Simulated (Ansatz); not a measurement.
## Geometry relaxation, with input and output: GaN (part 2 of 2)

Continued. System: GaN (F-43m, 2 atoms in the cell). Method: DFT, PBEsol, PAW with Ansatz's default frozen-core files, scalar-relativistic, no spin polarisation (Ansatz 0.2.0); cutoff 420 eV, 15×15×15 k-mesh, Fermi–Dirac smearing of 0.08 eV. The structure was built on a prototype by a generator; it need not be a known phase. It belongs to a series of runs on one base structure; here: cell relaxed at zero pressure.

Geometry of the input (Å; fractional positions):
```
0.0000  2.1671  2.1671
2.1671  0.0000  2.1671
2.1671  2.1671  0.0000
Ga 0.0000  0.0000  0.0000
N  0.2500  0.2500  0.2500
```

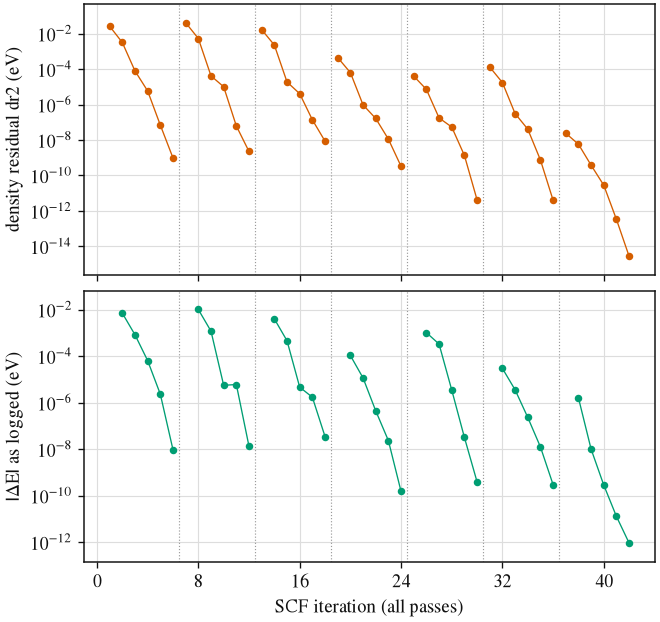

Fig. 1: Convergence of the self-consistent field: density residual dr2 and size of the energy change against the SCF iteration. The dotted lines part the SCF passes of the relaxation: geometry steps, rejected trials and re-solves on a re-selected basis. The 7 passes take 6 iterations each, 42 in all.

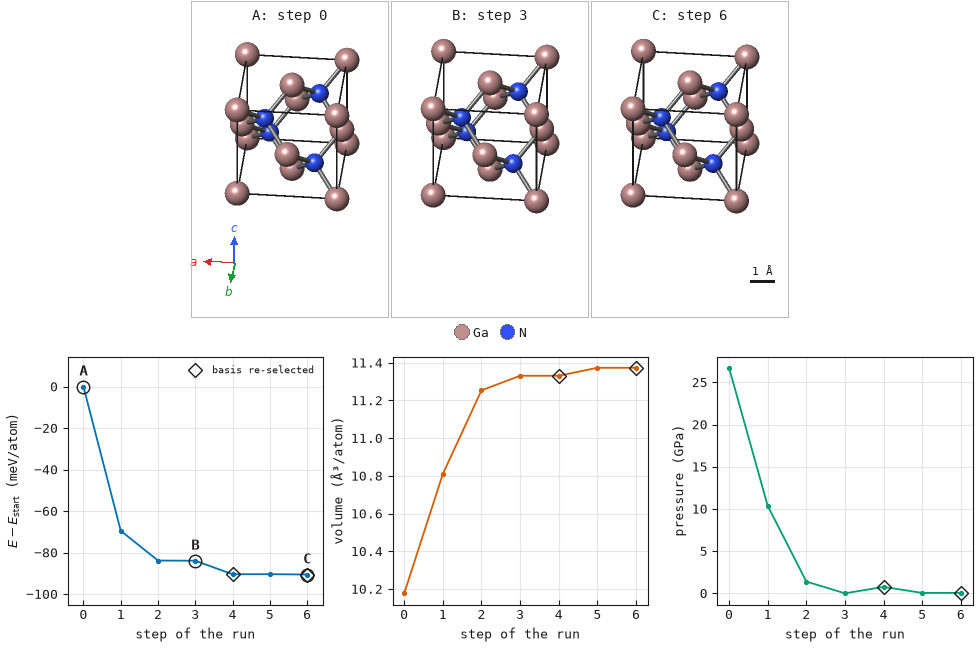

Fig. 2: Frames of the relaxation (ball-and-stick view of the cell 4 times as large as that of the calculation, set on its symmetry axes, seen at an oblique angle) above the curves, on which the letters mark them (the first geometry is step 0 here and step 1 in the log).

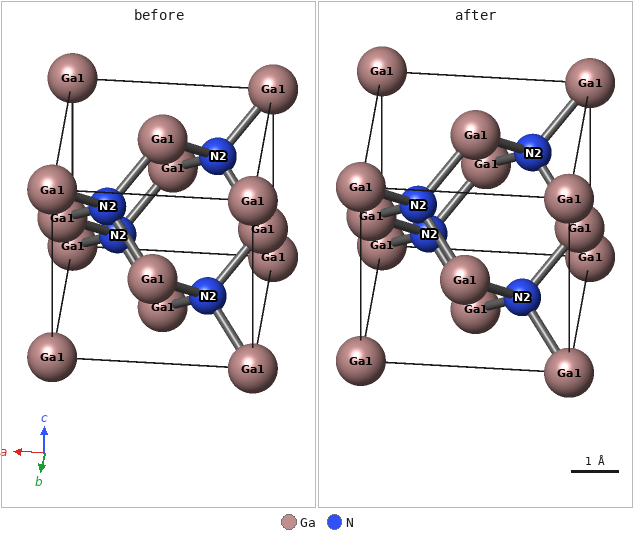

Fig. 3: Before (left) and after (right) the relaxation, at one scale (ball-and-stick view of the cell 4 times as large as that of the calculation, set on its symmetry axes, seen at an oblique angle). After 4 geometry steps the energy has fallen by 90.4 meV per atom. All forces vanish by symmetry, so only the cell relaxes. Pressure: 26.72 GPa at the start and 0.05 GPa at the end. The basis was re-selected once at an unchanged geometry, which shifts the energy a little without any move. No atom moves by more than 0.005 Å relative to the cell. The drawn cell changes as follows: a = b = c 4.334 → 4.498 Å (+3.8 %); the volume changes by +11.8 %. Among the contacts that change: Ga1–N2 1.877 → 1.948 Å. The space group stays F-43m (No. 216). The energy change given includes the shifts at the re-selections in mid-walk, which come without any move. A last SCF at the same geometry on a re-selected plane-wave basis shifts the energy by −0.2 meV per atom. (Atoms are counted from 1 in the order of the input.)

```
basis re-selected at this cell: Δ(F+E_penalty+E_count) = -3.176e-4 eV, ΔP = +0.005 GPa vs the last step (what re-selecting the basis moved, of the pressure what is left beyond the Pulay correction that the steps carried, after the strain that the cell walked since its last selection, with what the two solves' SCF thresholds leave and, on support functions, any second-order correction that the steps lacked; it is no measure of the basis error at this ecutwfc). This SCF's stress stands 4.75e-2 GPa from its target on what of the cell is left free (relax.cell.stress_tol is 5.00e-2 GPa) and its largest allowed force component is 1.03e-16 eV/Å (relax.f_tol is 5.00e-3 eV/Å): within both
SCF converged after 6 iterations
Free energy (F): -4122.835188 eV
Harris-Foulkes:  -4122.835188 eV  (|F-HF|=0.00e0)
Internal energy: -4122.835188 eV  (E = F + TS)
E sigma→0 (E₀):  -4122.835188 eV
Entropy (-TS):   -0.000000 eV (-0.000 meV/atom)
Fermi energy:    10.589107 eV
--- Per-component energies (eV) ---
  E_band       = -6.714904
  E_kinetic    = 246.685311
  E_local      = -1945.085341  (includes V_loc(G=0)·N_el)
  E_nonlocal   = 475.431173
  E_hartree    = 893.541455
  E_xc         = -127.712421
  E_vxc        = -133.887604  (∫ρ·V_xc dr)
  E_paw        = -2075.874995  (= ΣΔE_a)
  E_vpaw       = -436.941472  (= ΣTr[D̂ρ^β])
  E_aug_tail   = 0.000119  (compensation charges beyond the density's cutoff)
  E_ewald      = -1590.711566
  E_core_change = 0.891077  (= ΣΔE_core)
  E_smearing   = -0.000000  (= −TS)
  E_closure    = 0.000000  (closes the sum)
  Σ components = -4122.835188   (vs F -4122.835188, Δ=0.00e0)
--- Forces (eV/Å), atoms counted from 1 ---
  atom   1  Ga     0.00000000    -0.00000000    -0.00000000
  atom   2  N     -0.00000000     0.00000000     0.00000000
  max |Σ_I F_I| component: 3.59e-17 eV/Å
--- Stress (GPa, compression-positive) ---
        0.047454       0.000000      -0.000000
        0.000000       0.047454       0.000000
       -0.000000       0.000000       0.047454
  P = ⅓ Tr σ = 0.0475 GPa (0.475 kbar)
--- Band table (eV; the first three rows and the last of 120) ---
  k-point 0: bands = ["-6.3747", "-3.8829", "-3.8829", "-3.8829", "-3.5565", "-3.5565", "9.6037", "9.6037", "9.6037", "11.3078", "19.8441", "19.8441", "19.8441"]
  k-point 1: bands = ["-6.3234", "-3.8765", "-3.8765", "-3.8668", "-3.5572", "-3.5572", "9.0181", "9.5547", "9.5547", "11.7832", "19.5958", "19.9231", "19.9231"]
  k-point 2: bands = ["-6.1805", "-3.8593", "-3.8593", "-3.8092", "-3.5583", "-3.5583", "7.9115", "9.4182", "9.4182", "12.5544", "19.0610", "20.1100", "20.1100"]
  k-point 119: bands = ["-5.2751", "-3.7393", "-3.7006", "-3.5542", "-3.5423", "-1.5621", "3.8173", "5.5856", "6.2337", "15.6924", "17.9176", "19.7691", "20.7718"]
--- Relaxed structure (5 steps of the walk, 5 accepted, 2 SCFs on fresh bases) ---
  F+E_penalty+E_count = -4122.83518822 eV   max|allowed force component| = 1.029e-16 eV/Å   (the final SCF, on the basis selected at the relaxed cell)
  cell:  # Å, volume = 22.7466 Å³
    - [1.471328773149627e-33, 2.248858755472525, 2.248858755472525]
    - [2.248858755472525, 2.3056667688109984e-33, 2.248858755472525]
    - [2.248858755472525, 2.248858755472525, 2.426696602995361e-33]
  atoms:
    - { symbol: Ga, position: [-1.823719416269474e-34, 2.231047610766209e-34, 2.2125326928345396e-34] }
    - { symbol: N, position: [0.24999999999999997, 0.24999999999999997, 0.24999999999999997] }
```

File rho_z.tsv:
```
# z_ang	rho[e/angstrom^3]
# format = ansatz-planar-average/11
# lattice	0.000000000	2.248858755	2.248858755
# lattice	2.248858755	0.000000000	2.248858755
# lattice	2.248858755	2.248858755	0.000000000
# sites	2
# site	31	0.000000000	0.000000000	0.000000000
# site	7	1.124429378	1.124429378	1.124429378
0.000000	2.188527e0
0.132515	2.056536e0
0.265031	1.664582e0
0.397546	1.269991e0
0.530061	1.010363e0
0.662576	8.697688e-1
0.795092	7.837909e-1
0.927607	7.082655e-1
1.060122	6.248979e-1
1.192637	5.303291e-1
1.325153	4.318093e-1
1.457668	3.429601e-1
1.590183	2.729903e-1
1.722699	2.227640e-1
1.855214	1.903570e-1
1.987729	1.739957e-1
2.120244	1.733869e-1
2.252760	1.913086e-1
2.385275	2.358988e-1
2.517790	3.303588e-1
2.650305	5.237307e-1
2.782821	8.779262e-1
2.915336	1.395589e0
3.047851	1.921720e0
```

File v_z.tsv:
```
# z_ang	v_es[eV]	v_tot[eV]
# format = ansatz-planar-average/11
# xc	pbesol
# density_cutoff_ev	1680
# datasets	Ga=:simpson_from_first_knot:soft:shift=-1252651	N=:simpson_from_first_knot:soft:shift=-194789
# lattice	0.000000000	2.248858755	2.248858755
# lattice	2.248858755	0.000000000	2.248858755
# lattice	2.248858755	2.248858755	0.000000000
# sites	2
# site	31	0.000000000	0.000000000	0.000000000
# site	7	1.124429378	1.124429378	1.124429378
0.000000	2.659026e0	-1.033763e1
0.132515	1.629805e0	-1.177333e1
0.265031	4.632177e-1	-1.319361e1
0.397546	-5.760420e-1	-1.431204e1
0.530061	-1.203270e0	-1.484031e1
0.662576	-1.171106e0	-1.454227e1
0.795092	-3.373618e-1	-1.331899e1
0.927607	1.274919e0	-1.123292e1
1.060122	3.449645e0	-8.512771e0
1.192637	5.820398e0	-5.538556e0
1.325153	8.048890e0	-2.672659e0
1.457668	9.923392e0	-1.640676e-1
1.590183	1.123461e1	1.727129e0
1.722699	1.180992e1	2.772504e0
1.855214	1.172565e1	2.986640e0
1.987729	1.117976e1	2.554092e0
2.120244	1.019335e1	1.558143e0
2.252760	8.887492e0	1.176874e-1
2.385275	7.521392e0	-1.616903e0
2.517790	6.293836e0	-3.460337e0
2.650305	5.290927e0	-5.190582e0
2.782821	4.504159e0	-6.700669e0
2.915336	3.905294e0	-7.974271e0
3.047851	3.383653e0	-9.097079e0
```

Trajectory as extended XYZ (Å, eV, eV/Å), 7 frames, from step=1 to step=7:
```
2
Lattice="0.0000 2.1671 2.1671 2.1671 0.0000 2.1671 2.1671 2.1671 0.0000" Properties=species:S:1:pos:R:3:forces:R:3 step=1 energy=-4122.65405 pressure_GPa=26.72
Ga    0.0000    0.0000    0.0000    0.0000   0.0000   0.0000
N     1.0835    1.0835    1.0835    0.0000   0.0000   0.0000
2
Lattice="0.0000 2.2111 2.2111 2.2111 0.0000 2.2111 2.2111 2.2111 0.0000" Properties=species:S:1:pos:R:3:forces:R:3 step=2 energy=-4122.79302 pressure_GPa=10.37
Ga    0.0000    0.0000    0.0000    0.0000   0.0000   0.0000
N     1.1056    1.1056    1.1056    0.0000   0.0000   0.0000
2
Lattice="0.0000 2.2409 2.2409 2.2409 0.0000 2.2409 2.2409 2.2409 0.0000" Properties=species:S:1:pos:R:3:forces:R:3 step=3 energy=-4122.82175 pressure_GPa=1.39
Ga    0.0000    0.0000    0.0000    0.0000   0.0000   0.0000
N     1.1205    1.1205    1.1205    0.0000   0.0000   0.0000
2
Lattice="0.0000 2.2461 2.2461 2.2461 0.0000 2.2461 2.2461 2.2461 0.0000" Properties=species:S:1:pos:R:3:forces:R:3 step=4 energy=-4122.82191 pressure_GPa=-0.00
Ga    0.0000    0.0000    0.0000    0.0000   0.0000   0.0000
N     1.1230    1.1230    1.1230    0.0000   0.0000   0.0000
2
Lattice="0.0000 2.2461 2.2461 2.2461 0.0000 2.2461 2.2461 2.2461 0.0000" Properties=species:S:1:pos:R:3:forces:R:3 step=5 energy=-4122.83494 pressure_GPa=0.76
Ga    0.0000    0.0000    0.0000    0.0000   0.0000   0.0000
N     1.1230    1.1230    1.1230    0.0000   0.0000   0.0000
2
Lattice="0.0000 2.2489 2.2489 2.2489 0.0000 2.2489 2.2489 2.2489 0.0000" Properties=species:S:1:pos:R:3:forces:R:3 step=6 energy=-4122.83487 pressure_GPa=0.04
Ga    0.0000    0.0000    0.0000    0.0000   0.0000   0.0000
N     1.1244    1.1244    1.1244    0.0000   0.0000   0.0000
2
Lattice="0.0000 2.2489 2.2489 2.2489 0.0000 2.2489 2.2489 2.2489 0.0000" Properties=species:S:1:pos:R:3:forces:R:3 step=7 energy=-4122.83519 pressure_GPa=0.05
Ga    0.0000    0.0000    0.0000    0.0000   0.0000   0.0000
N     1.1244    1.1244    1.1244    0.0000   0.0000   0.0000
```

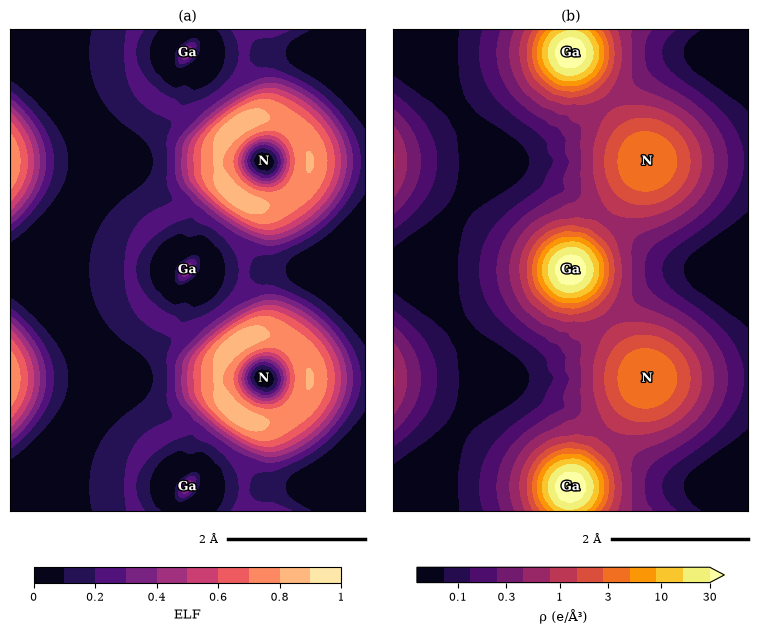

Fig. 4: (a) ELF; (b) valence pseudo-density on the (110) plane of the conventional cell. Atoms in the plane: Ga and N. Ga–N (1.95 Å): ρ is about 0.74 e/Å³ halfway; the ELF is about 0.50 at the midpoint. Away from the nuclei the density in this plane falls to 0.04 e/Å³ at its lowest. The fields are those of the smooth PAW valence density.

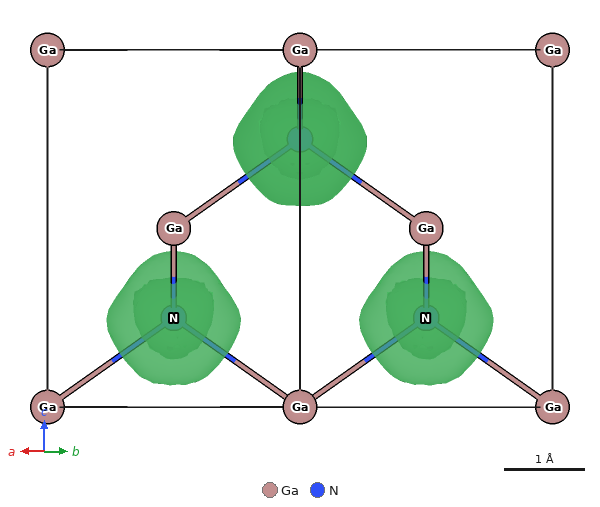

Fig. 5: Isosurface of the ELF at 0.75 (green), seen along [110]. Core shells and regions of very low density are left out. Sticks mark near contacts. The outline is the cell set on symmetry axes. Along the contacts the grid gives the following. Ga–N (1.95 Å): the ELF is about 0.50 at the midpoint.
